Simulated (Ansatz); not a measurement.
The coordinates of a crystal:

```xyz
6
Lattice="3.1178 0.0000 0.0000 -1.5589 2.7001 0.0000 0.0000 0.0000 12.1298" Properties=species:S:1:pos:R:3 pbc="T T T"
Mo    1.5589    0.9000    3.0324
Mo    0.0000    1.8001    9.0973
S     0.0000    1.8001    4.6085
S     1.5589    0.9000   10.6734
S     0.0000    1.8001    1.4564
S     1.5589    0.9000    7.5213
```

Q: What crystal do these data define?

A: Chemical formula MoS2. Space group: P6_3/mmc (No. 194). Lattice: primitive hexagonal. It belongs to the family called 2H molybdenite (MoS₂) type. Cell content 2 Mo, 4 S; Z = 2. The polyhedra are MoS6 trigonal prisms; they share edges. Each Mo has six S in a trigonal prismatic arrangement at 2.39 Å. Around each S lie three Mo in a trigonal pyramidal arrangement at 2.39 Å. Not all metal-metal contacts are counted. The bonds build MoS2 layers parallel to (001).

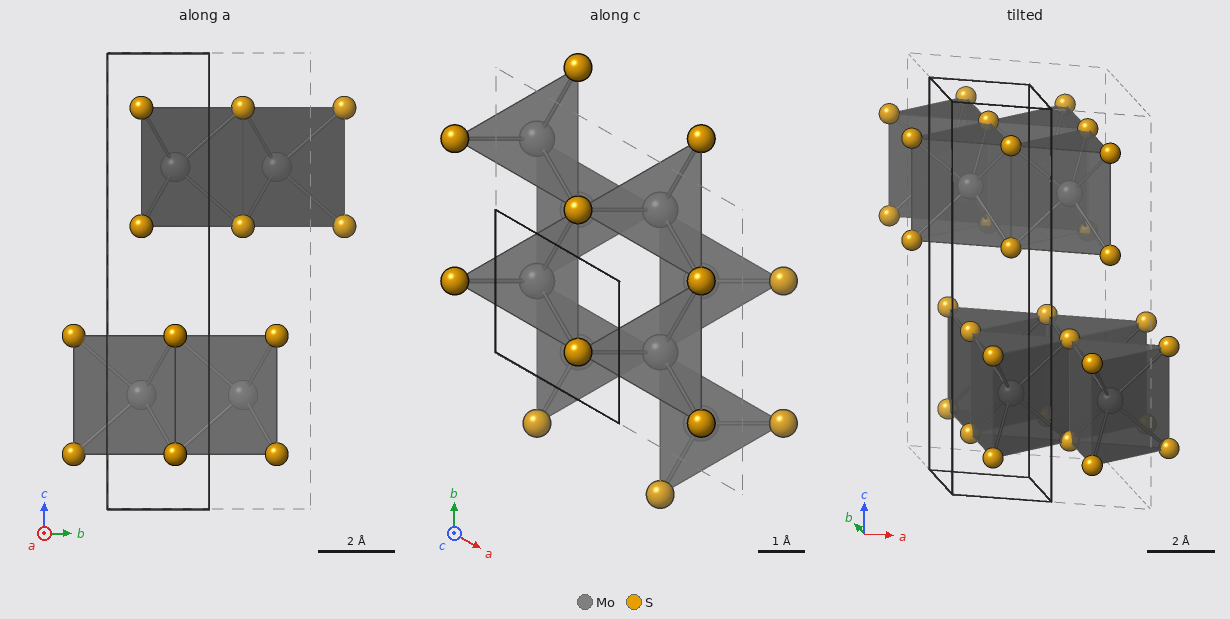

Polyhedral drawing of the structure, looking along the a axis, along the c axis and slightly off an axis. The solid box is one conventional unit cell, and 2×2×1 cells are shown. Some neighbours outside the box are added. Colours: molybdenum grey, sulfur orange.

Origin of the cell: a structure listed in the Materials Project. The cell was then strained or its atoms displaced on purpose. Ansatz was used for an electronic-structure calculation on it.
